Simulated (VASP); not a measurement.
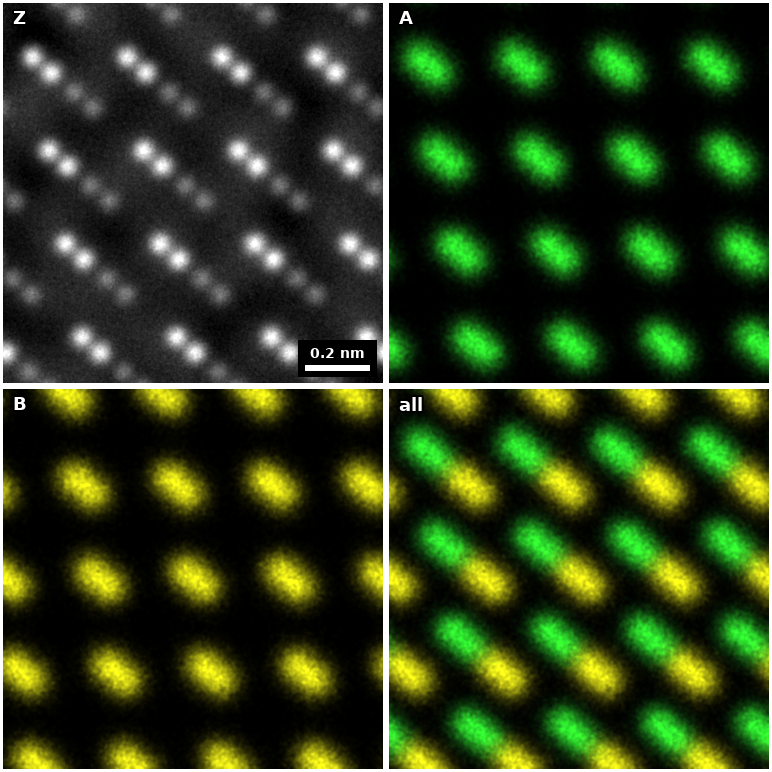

ZnS (P6_3mc, No. 186) along [211]. Panel Z: Simulated incoherent Z contrast: every atom adds Z^1.7 spread by a probe of 0.50 Å full width; channelling and multiple scattering are left out. The probe carries 25 % of its weight in a tail 2.5 times as wide. The display is stretched by a gamma of 0.8; percentages refer to the linear signal. Shot noise and the speckle of an amorphous layer were added. The other panels are simulated element maps (the number of atoms of one element along the beam, blurred by 0.9 Å, with counting noise; each on its own scale, no channelling); the last overlays them. Structure used: the geometry relaxed with VASP, VASP Kohn-Sham DFT of a periodic cell, PBE, VASP PAW PBE potentials, hard.

```cif
data_structure
_symmetry_space_group_name_H-M 'P6_3mc'
_symmetry_Int_Tables_number 186
_cell_length_a 3.8484
_cell_length_b 3.8484
_cell_length_c 6.3141
_cell_angle_alpha 90.000
_cell_angle_beta 90.000
_cell_angle_gamma 120.000
_cell_volume 80.98
loop_
_atom_site_label
_atom_site_type_symbol
_atom_site_symmetry_multiplicity
_atom_site_Wyckoff_symbol
_atom_site_fract_x
_atom_site_fract_y
_atom_site_fract_z
_atom_site_occupancy
Zn1 Zn 2 b 0.66667 0.33333 0.50532 1
S1 S 2 b 0.66667 0.33333 0.87968 1
```

### Which element does each lettered map show?

A: Zn, B: S. The projected cell (2.99 × 2.99 Å, 100°) holds 4 columns: 2 of Zn and 2 of S. No column is shared by two of the mapped elements.
